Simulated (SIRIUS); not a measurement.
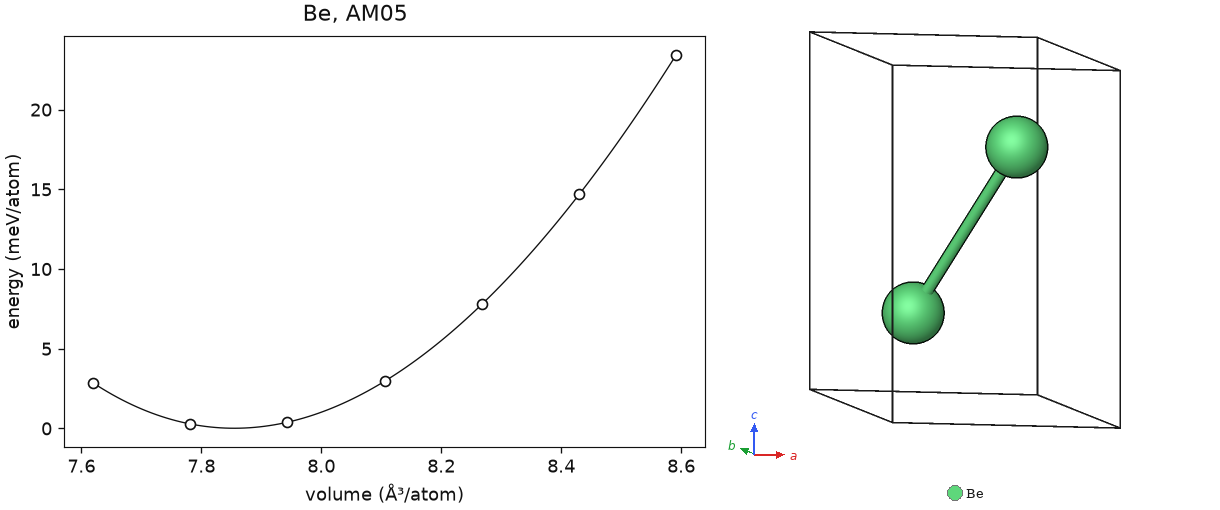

Method: all-electron LAPW DFT, no spin polarisation; energies at scaled volumes of the given cell, shape and fractions fixed, counted from the fit's minimum, third-order Birch-Murnaghan fit (SIRIUS 7.12.0). Level: AM05.

k mesh 13×13×8; occupations Fermi–Dirac; smearing width 0.05 eV; potentials all electron FP LAPW; program settings basis apw+lo standard, gk cutoff 3.42 1/bohr, pw cutoff 20 1/bohr.

Cell as given: a = 2.285 Å, b = 2.285 Å, c = 3.584 Å, α = 90.00°, β = 90.00°, γ = 120.00°; 2 atoms.

Energy against volume for Be, space group P6_3/mmc (No. 194). The conventional cell is drawn beside the plot.

A third-order Birch–Murnaghan fit gives V0 = 7.86 Å³/atom, B0 = 124 GPa and B′ = 3.3. The energy is 2.85 meV/atom at volume 7.6192 Å³/atom and 23.44 meV/atom at 8.5918 Å³/atom; the lowest computed point is at volume 7.7813 Å³/atom (0.28 meV/atom), and no other minimum shows.

Note: shape and atomic fractions are frozen while scaling, which makes layered, chain and framework solids too stiff.
